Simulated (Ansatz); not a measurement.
# AlN/GaN superlattice along [0001] (64 atoms) under strain: runs compared

How stiff is AlN/GaN superlattice along [0001] (64 atoms), and how do its levels respond to strain?

Computed with Ansatz 0.2.0: Kohn-Sham DFT, LDA, PAW (set soft_1), plane waves.

### Step 1. The cell as built

The cell holds 64 atoms: 24 Al, 32 N and 8 Ga. Its edges and angles: a = 6.378 Å, b = 6.378 Å, c = 19.950 Å, α = 90.0°, β = 90.0°, γ = 120.0°. It derives from AlN and GaN. Wurtzite lattice with in-plane constant 3.189 Å; 3 periods of AlN and 1 of GaN along [0001], 2 x 2 in-plane cells; the two parts stretched along z by 0.9492 and 1.0; every coordinate displaced by a Gaussian of 0.02 Å. Regions: AlN, 48 atoms (24 Al and 24 N); GaN, 16 atoms (8 Ga and 8 N).

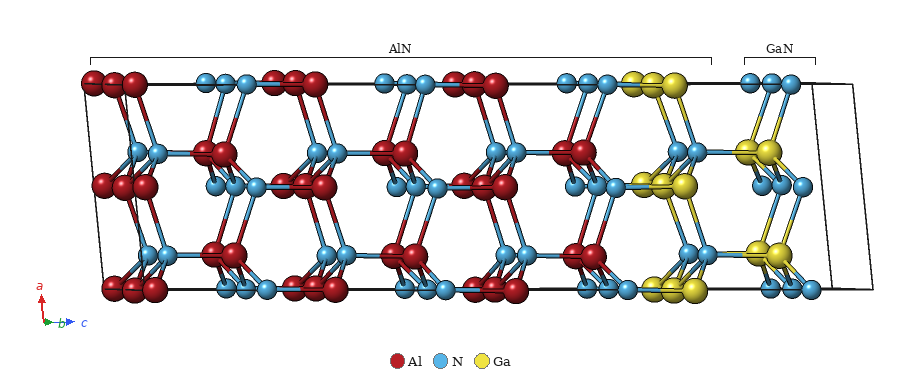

The cell as built. Bonds to atoms that aren't drawn are left out. Some periodic images of atoms are drawn too.

Limits known from the start: The cell is under 6 Å thick along two periodic directions, so every atom has periodic images of itself close by, which move with it and show among its neighbours and in g(r).

### Step 2. The reference run

The reference is a single point at the end of the relaxation.

Every strained cell starts from the geometry of this run, and its atoms are relaxed with the cell held.

Its input, with most atom lines left out:

```yaml
crystal:
  lattice:
    - [6.20871, 1.0e-05, 5.0e-05]
    - [-3.10435, 5.37684, -2.0e-05]
    - [0.00016, 1.0e-05, 19.98181]
  atoms:
    - { symbol: Al, position: [0.99925, 0.99956, 0.99931] }
    - { symbol: "N", position: [0.16592, 0.33292, 0.02836] }
    - { symbol: Al, position: [0.16594, 0.33293, 0.12269] }
    - { symbol: "N", position: [0.99925, 0.99957, 0.15183] }
    - { symbol: Al, position: [0.99924, 0.99957, 0.24617] }
    - { symbol: "N", position: [0.16592, 0.33292, 0.2753] }
    - { symbol: Al, position: [0.16593, 0.3329, 0.36964] }
    [... atom lines 8 to 64 left out ...]
kpoints:
  mp_grid: { grid: [3, 3, 1] }
hamiltonian:
  xc: lda
  pseudopotentials: { kind: paw, azcp: { folder: soft_1 }, xc_functional: pbe }
scf:
  occupations: { method: fermi_dirac, width: 0.05 }
output:
  forces: true
  stress: true
  populations: intrinsic
  dos:
    method: { smearing: { sigma: 0.15 } }
    de: 0.1
    projected:
      site_lists:
        Al: [Al]
        Ga: [Ga]
        "N": ["N"]
        AlN: [0, 1, 2, 3, 4, 5, 6, 7, 8, 9, 10, 11, 16, 17, 18, 19, 20, 21, 22, 23, 24, 25, 26, 27, 32, 33, 34, 35, 36, 37, 38, 39, 40, 41, 42, 43, 48, 49, 50, 51, 52, 53, 54, 55, 56, 57, 58, 59]
        GaN: [12, 13, 14, 15, 28, 29, 30, 31, 44, 45, 46, 47, 60, 61, 62, 63]
  eigenvalues: true
  write_density: true
  write_potential: true
  volumetric_format: npy
  elf: true
```

```
free energy per atom   : -843.9540 eV/atom
r.m.s. force component : 0.00225 eV/Å
pressure               : 0.006322 GPa
```

Filled and empty levels are parted by 3.21 eV on the run's k-points; the mesh holds the band edges only if they fold onto it, so the gap at this level can be narrower or closed, while local or semilocal functionals tend to narrow gaps against experiment.

### Step 3. The runs

Each row is one run, on 4 threads of Arm Neoverse V1, shared host. The free energy is the program's total, comparable only between runs with the same functional, potentials and atoms.

```
                                 run  atoms    outcome  ionic steps, all passes  free energy (eV)     time  host memory (GiB)
           Single point at the start     64  converged                        -        -54010.133     40 s                3.1
              Cell and atoms relaxed     64  converged                        8        -54013.055  4.8 min                3.1
Single point at the relaxed geometry     64  converged                        -        -54013.055     75 s                3.1
                         Volume -3 %     64  converged                        2        -54012.641     87 s                3.0
                         Volume +3 %     64  converged                        2        -54012.680     89 s                3.2
                         Volume -6 %     64  converged                        2        -54011.314     90 s                3.0
                         Volume +6 %     64  converged                        2        -54011.633     97 s                3.2
                        Volume -10 %     64  converged                        3        -54007.865  2.2 min                2.9
            Stretched by 1 % along x     64  converged                        3        -54012.975  2.2 min                3.1
           Compressed by 1 % along x     64  converged                        4        -54012.973  2.7 min                3.1
                Sheared by 2 % in xy     64  converged                        3        -54012.952  2.2 min                3.1
```

In some runs the program notes that the SCF threshold is loose for the stress.

### Step 4. Pressure against volume

Atoms are relaxed at each volume, in the scaled cell.

```
volume change (%)  volume (Å³/atom)  energy change (meV/atom)  pressure (GPa)  largest move on relaxing (Å)  bonds  gap (eV)
              -10             9.380                     81.09           27.16                          0.01    128                3.85
               -6             9.797                     27.20           14.66                          0.00    128                3.61
               -3            10.110                      6.47            6.79                          0.00    128                3.42
               +0            10.423                      0.00            0.01                             -    128                3.21
               +3            10.735                      5.86           -5.83                          0.00    128                3.01
               +6            11.048                     22.22          -10.84                          0.00    128                2.83
```

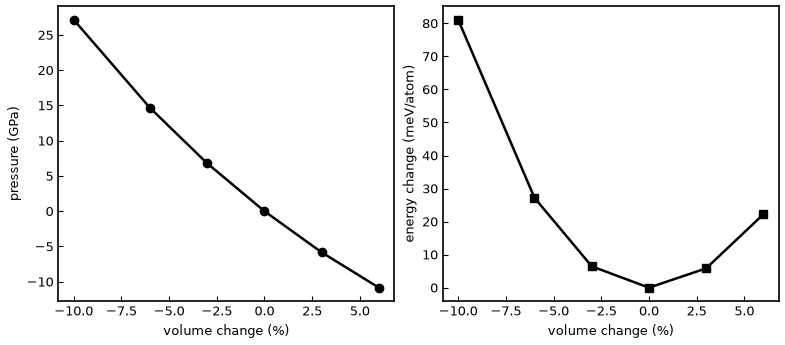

Pressure and energy against volume.

### Step 5. Uniaxial strain and shear

Stress (GPa, compression positive) less that of the relaxed cell, atoms relaxed:

```
                   strain      xx      yy      zz      xy  energy change (meV/atom)
 stretched by 1 % along x  -3.807  -1.388  -1.073   0.000                      1.25
compressed by 1 % along x   3.979   1.458   1.115   0.000                      1.29
     sheared by 2 % in xy  -0.061   0.086  -0.025  -2.475                      1.61
```

### Step 6. What came out

The bulk modulus, from the slope of pressure against ln V over the three points nearest the relaxed volume, is 210 GPa; a quadratic over all points gives a pressure derivative of about 4.2. The gap goes from 3.85 eV at the smallest volume to 2.83 eV at the largest, -6.3 eV per unit of ln V by a straight line, on the run's k-points. In the Cartesian axes of the cell, finite differences give C11 = 389, C12 = 142, C13 = 109 and C66 = 124 GPa (the shear of 2 % is the engineering strain, εxy = 0.01).

Caveats: Strains are finite and relaxations stop at the force tolerance of the input, which can leave moduli too stiff; they are those of a static cell at zero temperature. Volumes are changed with the cell's shape held, so in an anisotropic solid the modulus lies over the one under free hydrostatic load. The program notes that the SCF threshold of the relaxations is loose for the stress. The host structure and its lattice constant were typed by rule, without a check against the phase diagram.

The DFT runs together took 22 min of wall time.

[Logs are printed without paths, hosts, clocks, repeated set-up lines and the standing remarks that a program may print on its own settings, such as how far it seeks lower states.]

[Hosts, paths, dates, database ids (printed as entryN), source tags and the programs' standing remarks are cut or masked in the printed files.]
